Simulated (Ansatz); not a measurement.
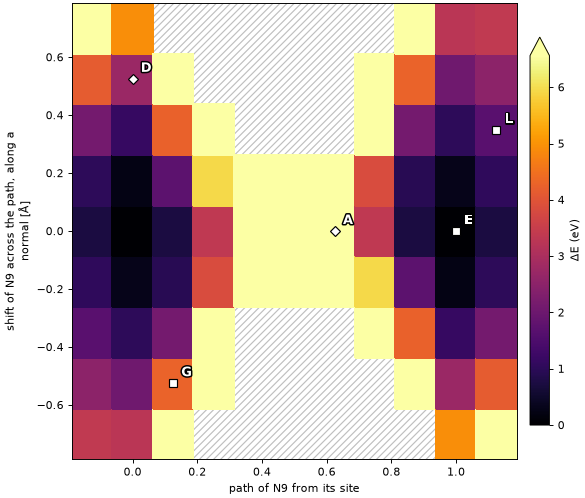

AlN (P6_3/mmc phase) with one N vacancy (11 atoms in the cell, cell charge +3). An atom moved over a plane that holds its own site and a neighbouring vacancy (x along [1 −1 0], y along [1 1 0], z along [0 0 1] of the conventional cell). First axis: path of N9 from its site (0) to the vacancy (1), 2.814 Å. Second axis: shift of N9 across the path, along a normal. Nothing is relaxed (all other atoms held at the sites of the perfect crystal). The grid has 11 × 9 points; 37 points were computed and 36 follow by symmetry. At 26 points there is no value (left out of the scan, as a rule where atoms come close). Points are written as (first, second). All energies are given in eV per cell relative to the lowest grid point. The cell is charged on a uniform background, without a charge correction. Method: Ansatz 0.2.0, DFT PBEsol, scalar-relativistic, plane waves, PAW. Settings: cutoff 420 eV, k-mesh 6×6×6, gaussian smearing 0.05 eV, no spin polarisation.

Drawn: one coloured cell a grid point, one colour for all values above the top of the scale, hatched blanks where no value was computed, lettered points.

Question: Is L the lowest point of the computed grid?

Answer: No. L lies 1.7 eV above the lowest grid point, which is at (0.000, 0.000 Å) [nearest 3 Al at 1.91 Å].

Question: Rank the lettered points by energy, lowest first.

Answer: E (0.0 eV), L (1.7 eV), D (2.7 eV), G (4.3 eV), A (7.1 eV).

PAW datasets: the set soft_1.
